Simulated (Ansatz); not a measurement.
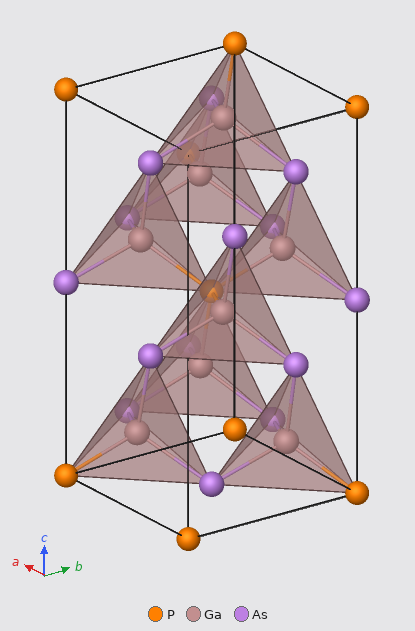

Crystal structure, polyhedral style, seen from a general direction. Thin lines show the conventional unit cell, with boundary atoms drawn in all their periodic places.

Ga$_{4}$As$_{3}$P, space group I-42m (No. 121), a = 5.61 Å, b = 5.61 Å, c = 11.22 Å, α = 90.00°, β = 90.00°, γ = 90.00°.

The calculation used difference of finished runs, DFT, PBE0, plane waves, PAW (Ansatz 0.2.0), with an energy cutoff of 420 eV.

### How large a gap does the method give, if there is one?

A semiconductor at this level, with a gap of 2.28 eV.

Origin of the cell: a structure type filled with these elements by a generator (whether the compound takes this form wasn't checked). Earlier steps of the study may have refined or changed the cell and positions. It was run through Ansatz as a DFT input.
